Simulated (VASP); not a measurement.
## A series of single points on TiAl3

System: TiAl3 (4 atoms in the cell).
Method: Kohn-Sham DFT of a periodic cell, PBEsol, VASP PAW PBE potentials, recommended, no spin polarisation (VASP 6.6.1).

The 7 runs differ only in the geometry, by an even scaling of the cell at fixed fractional positions. The structure derives from a Materials Project entry.

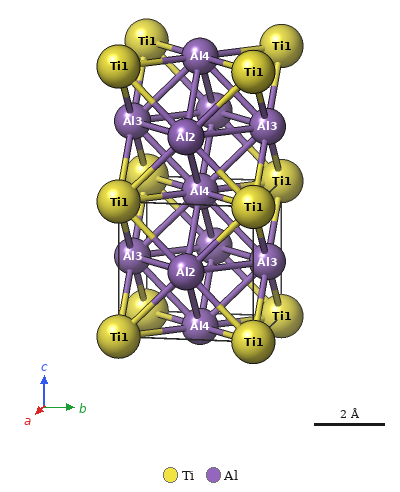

Figure 1. The structure of run 4 (ball-and-stick view of the cell of the calculation, repeated 1 × 1 × 2, seen slightly off an axis; atoms are numbered from 1 in the order of the input).

**INCAR of run 4**
```
ALGO     = Normal         # electronic algorithm
EDIFF    = 1E-7           # SCF threshold, eV
ENCUT    = 520            # plane-wave cutoff, eV
GGA      = PS             # functional
ISIF     = 2              # what is computed and relaxed
ISMEAR   = -1             # smearing method
LASPH    = T              # aspherical terms in the spheres
LCHARG   = T              # write CHGCAR
LELF     = T              # ELF
LREAL    = F              # projectors in reciprocal space
LVHAR    = T            
LWAVE    = F              # write WAVECAR
NBANDS   = 18             # bands
NELM     = 80             # most SCF steps
PREC     = Accurate       # precision mode
SIGMA    = 0.05           # smearing width, eV
```

**KPOINTS of run 4**
```
k-points
0
Gamma
  7 7 7
```

**POSCAR of run 4**
```
TiAl3
1.0
    3.9556712500      0.0000000000      0.0000000000
    0.0000000000      3.9556712500      0.0000000000
    0.0000000000      0.0000000000      3.9556712500
Ti Al
1 3
Direct
    0.0000000000      0.0000000000      0.0000000000
    0.0000000000      0.5000000000      0.5000000000
    0.5000000000      0.0000000000      0.5000000000
    0.5000000000      0.5000000000      0.0000000000
```

Command:
```bash
cat potpaw_PBE.64/Ti_sv/POTCAR potpaw_PBE.64/Al/POTCAR > POTCAR
mpirun -np 1 vasp_std > vasp.out
```

Lattice vectors (Å) and fractional positions of run 4:
```
   3.955671    0.000000    0.000000
   0.000000    3.955671    0.000000
   0.000000    0.000000    3.955671
Ti  0.000000  0.000000  0.000000
Al  0.000000  0.500000  0.500000
Al  0.500000  0.000000  0.500000
Al  0.500000  0.500000  0.000000
```

Run 3 has the same physical settings and fractional positions; its lattice vectors (Å) are:
```
   3.929122    0.000000    0.000000
   0.000000    3.929122    0.000000
   0.000000    0.000000    3.929122
```

**Results, with one run withheld**

| run | volume per atom (Å³) | free energy per atom, from the lowest run given (meV) | pressure (GPa) |
| --- | --- | --- | --- |
| 1 | 14.545 | 18.45 | 7.20 |
| 2 | 14.855 | 7.27 | 4.37 |
| 3 | 15.164 | ? | ? |
| 4 | 15.474 | 0.00 | −0.48 |
| 5 | 15.783 | 2.95 | −2.57 |
| 6 | 16.093 | 9.73 | −4.45 |
| 7 | 16.402 | 19.95 | −6.15 |

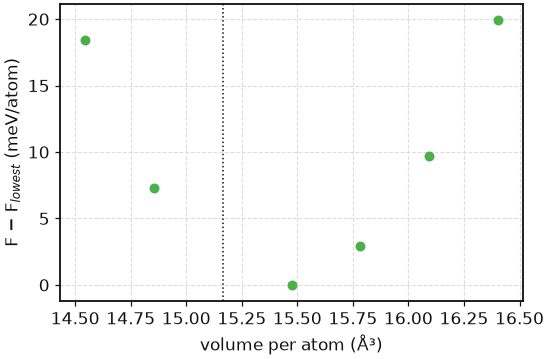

Figure 2. Free energy per atom of the runs given; the dotted line marks run 3.

Estimate the energy of run 3 from the others.

A cubic polynomial in V^(−2/3) (the Birch–Murnaghan form), fitted to the 6 runs given, misses them by at most 0.01 meV per atom. With x = V^(−2/3) − 0.16084 Å⁻², it reads F = 0.1077 − 603.83 x + 4.6206e+05 x² + 44483 x³ (meV per atom). At run 3 it gives 1.30 meV per atom, and the run itself gives 1.29. The slope of the fit gives a pressure −dF/dV of 1.84 GPa there, and the run prints 1.82 GPa. The fit has its minimum at 15.409 Å³ per atom, where V d²F/dV² gives 111 GPa: the bulk modulus at this level, since symmetry fixes the shape and the positions.

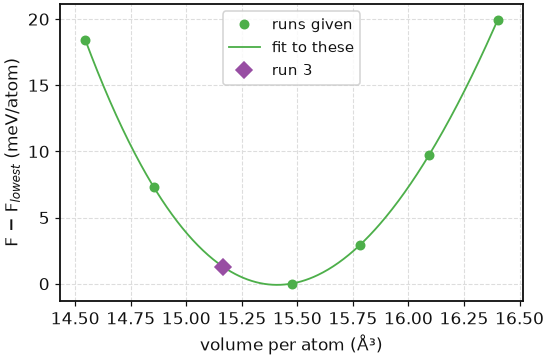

Figure 3. The fit and the withheld run.

**OSZICAR and lines of OUTCAR (run 3)**
```
N       E                     dE             d eps       ncg     rms          rms(c)
DAV:   1     0.121003748491E+03    0.12100E+03   -0.91181E+03   720   0.109E+03
DAV:   2    -0.159323094697E+02   -0.13694E+03   -0.13297E+03   740   0.287E+02
DAV:   3    -0.239249526722E+02   -0.79926E+01   -0.79147E+01  1104   0.659E+01
DAV:   4    -0.241830255349E+02   -0.25807E+00   -0.25670E+00   868   0.103E+01
DAV:   5    -0.241900680555E+02   -0.70425E-02   -0.70404E-02  1054   0.177E+00    0.117E+01
DAV:   6    -0.230497378842E+02    0.11403E+01   -0.23507E+01  1004   0.357E+01    0.752E+00
DAV:   7    -0.222159652268E+02    0.83377E+00   -0.99346E+00   926   0.215E+01    0.350E+00
DAV:   8    -0.221785179942E+02    0.37447E-01   -0.12371E+00   926   0.840E+00    0.175E+00
DAV:   9    -0.221274301684E+02    0.51088E-01   -0.37337E-01   950   0.450E+00    0.283E-01
DAV:  10    -0.221295183334E+02   -0.20882E-02   -0.11052E-02   944   0.704E-01    0.370E-01
DAV:  11    -0.221273058757E+02    0.22125E-02   -0.75005E-03   970   0.567E-01    0.981E-02
DAV:  12    -0.221272088785E+02    0.96997E-04   -0.66859E-04   962   0.182E-01    0.534E-02
DAV:  13    -0.221272087572E+02    0.12136E-06   -0.89652E-06   800   0.234E-02    0.402E-02
DAV:  14    -0.221272068458E+02    0.19113E-05   -0.93237E-06   976   0.238E-02    0.106E-02
DAV:  15    -0.221272067386E+02    0.10727E-06   -0.25615E-07   758   0.436E-03    0.181E-03
DAV:  16    -0.221272067537E+02   -0.15106E-07   -0.35426E-08   454   0.179E-03
   1 F= -.22127207E+02 E0= -.22115500E+02  d E =-.234128E-01
[... from OUTCAR:]
  free energy    TOTEN  =       -22.12720675 eV
  energy without entropy =      -22.10379393  energy(sigma->0) =      -22.11550034
 E-fermi :   9.3405     XC(G=0): -10.9968     alpha+bet :-16.7710
  free  energy   TOTEN  =       -22.1272067537 eV
  energy  without entropy=      -22.1037939291  energy(sigma->0) =      -22.11550034
```
